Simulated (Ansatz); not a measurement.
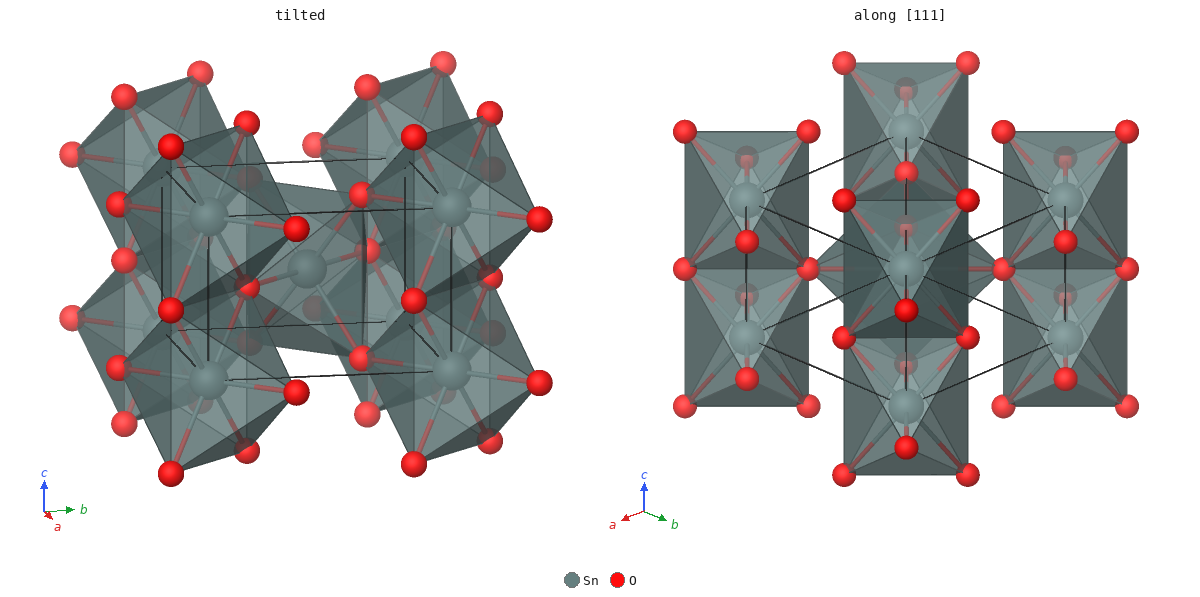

Polyhedral representation of a periodic structure, projected slightly off an axis and along [111]. The lines enclose the unit cell; boundary atoms appear with their images. Some atoms of the next cells are drawn as well. Cell: a = 4.721 Å, b = 4.724 Å, c = 3.190 Å, α = 90.00°, β = 90.00°, γ = 90.00°.

Notes on the structure:

- Formula: SnO2.
- Strictly the space group is Pm (No. 6, within 0.01 Å). It is a distorted form of a primitive tetragonal structure, space group P4_2/mnm (No. 136) within 0.25 Å: rutile.
- Cell content 2 Sn, 4 O; Z = 2.
- The polyhedra are SnO6 octahedra; they share corners and edges.
- Each Sn has six O in a distorted octahedral arrangement at about 2.0 to 2.1 Å. O bonds to three Sn at about 2.0 to 2.1 Å.
- The bonds build a three-dimensional framework.

Provenance: a structure listed in the Materials Project. The cell was then strained or its atoms displaced on purpose. Ansatz was used for an electronic-structure calculation on it.
